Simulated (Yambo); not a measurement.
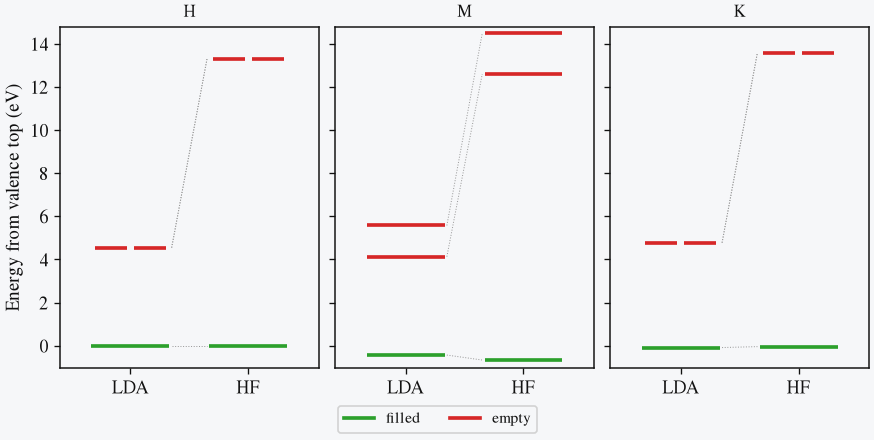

Levels at H, M and K in LDA and in HF, each set counted from its own valence top. Only the states that were corrected are drawn, so degenerate partners can be missing.

System: layered hexagonal BN, space group P6_3/mmc (No. 194), 4 atoms in the cell; a = 2.498 Å, c = 6.636 Å (hexagonal axes). Starting point: LDA, PseudoDojo 0.4.1 SR LDA standard, no spin polarisation, no spin-orbit coupling, 6×6×2 k mesh, 1143 eV cutoff, fixed occupations (Yambo). Many-body step: HF with cutoff of exchange and Vxc 84 Ry.

Q: What does HF do to the gap?

A: Over the k points that were corrected, the smallest gap goes from 4.13 eV in LDA (H to M) to 12.60 eV in HF (H to M), a change of +8.47 eV (+205 %).

Q: Is the correction a rigid shift of the empty levels?

A: Counted from the valence top, the lowest empty level moves by +8.75 eV at H, +8.47 eV at M and +8.81 eV at K; over the 14 points that were corrected the shifts run from +8.00 to +9.38 eV: a spread of 1.38 eV on a mean of 8.71 eV, so one scissor shift doesn't describe this level. Only two empty levels a point were corrected, so a higher one could drop under them. The top filled level also moves against the valence top, by −1.47 eV at (0.00, 0.17, −0.50).

| k point | LDA direct gap (eV) | HF direct gap (eV) |
| --- | --- | --- |
| H | 4.55 | 13.30 |
| M | 4.56 | 13.26 |
| K | 4.86 | 13.63 |

Hartree-Fock has no screening and overstates gaps by far. The k mesh is coarse (spacing up to 0.48 Å⁻¹), so the values aren't converged.
